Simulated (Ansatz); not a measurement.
**Ga$_{4}$AsP$_{3}$: density, localisation and related maps**

```
P As Ga
1.0
     3.87911    0.00000    0.00000
    -1.93955    3.35940    0.00000
     0.00000    0.00000   12.80078
P As Ga
3 1 4
Direct
  0.66667 0.33333 0.99662
  0.66667 0.33333 0.50303
  0.33333 0.66667 0.74974
  0.33333 0.66667 0.24923
  0.66667 0.33333 0.81120
  0.66667 0.33333 0.31824
  0.33333 0.66667 0.56440
  0.33333 0.66667 0.05754
```

Space group P3m1; started from the ordered alloy on wurtzite lattice prototype, which need not be the ambient phase; computed pressure about 3 GPa in this cell.

The calculation used DFT, PBE with spin-orbit coupling, plane waves, PAW in Ansatz.

Core electrons are frozen (PAW), and the valence fields are smoothed inside the atomic spheres.

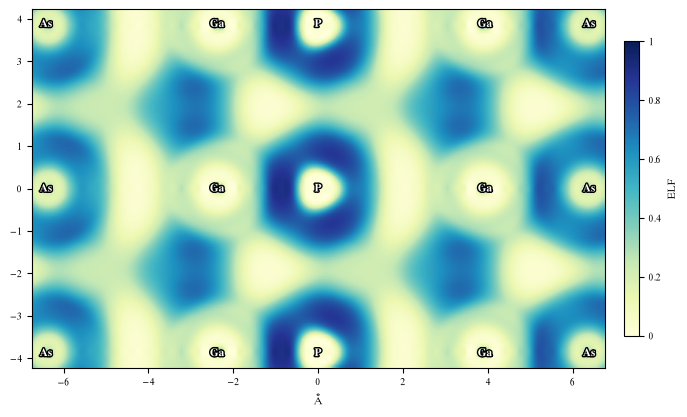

Figure 1. Electron localisation function on the (11̄0) plane of the conventional cell.

What do the fields say about this system?

Answer. Atoms in the plane: P, As and Ga.
Ga–P (2.37 Å): the ELF peaks at about 0.90 in the valence shell of P, 0.7 Å from its nucleus, and is about 0.75 at the midpoint.
Ga–As (2.45 Å): the ELF peaks at about 0.80 between the atoms; localised, covalent bonding.

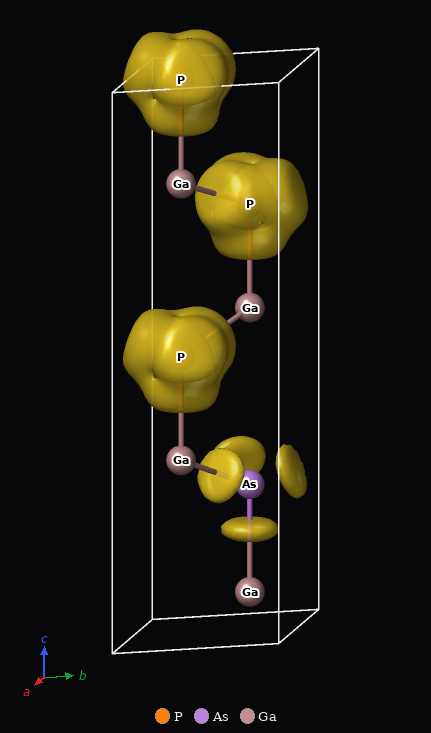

Figure 2. Isosurface of the ELF at 0.7 (yellow), seen slightly off an axis. Core shells and regions of very low density are left out. Sticks mark near contacts.

Where are the electrons localised?

Answer. The ELF exceeds this value in four regions between bonded As–Ga atoms (shared pairs) and three regions on P in which the atom's valence shell and bonds are merged, counted in one cell of 8 atoms. Any copies at cell faces, edges or corners count once.


 Ga–As (2.41 Å): the ELF peaks at about 0.80 between the atoms; a shared electron pair.

Does the calculation make it a metal, or give it a gap?

Answer. It is gapped, with a Kohn–Sham gap of 0.95 eV on the k-point mesh (the band edges may lie off the mesh, which would make the gap smaller).
